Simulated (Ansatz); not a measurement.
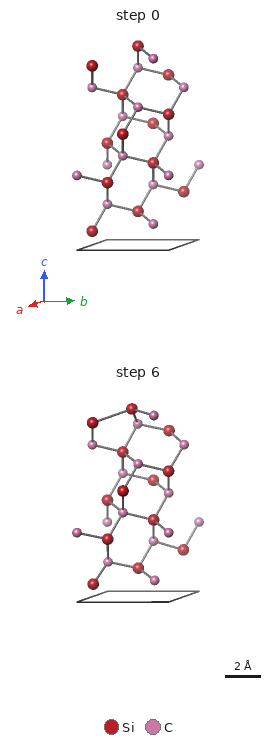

The structure of a slab of composition Si$_{12}$C$_{11}$ (cut from the F-43m phase) before (top) and after (bottom) a relaxation, at one scale.

A ball-and-stick model of the cell of the calculation, outlined in the plane, without the vacuum (origin shifted), seen slightly off an axis.

Case: (2 1 0) slab, atoms relaxed. The slab is the (2 1 0) face of SiC.

Method: DFT r2SCAN, scalar-relativistic, plane waves, PAW in Ansatz 0.2.0. Settings: plane-wave cutoff 500 eV; k-point mesh 7 × 6 × 1; occupations gaussian; smearing width 0.05 eV; no spin polarisation; dipole correction; atoms relaxed in a fixed cell; force threshold 0.02 eV/Å; at most 60 steps.

### What changed between the two?

Over 6 geometry steps the energy falls by 2.184 eV per cell of the calculation. Largest force component: 2.3 eV/Å at the start, 0.0095 eV/Å at the end. The largest moves relative to the layer's centre, 0.53 Å, are those of Si atoms. Largest moves by element: Si 0.53 Å, C 0.13 Å. The lattice vectors keep their values. Among the contacts that change: Si–Si 3.080 → 2.549 Å, Si–Si 3.080 → 2.688 Å, Si–Si 3.080 → 2.773 Å, C–Si 1.886 → 1.778 Å. Among the angles between lasting bonds that change: Si–C–Si 109.5° → 125.9°, Si–C–Si 109.5° → 93.6°, Si–C–Si 109.5° → 94.7°.
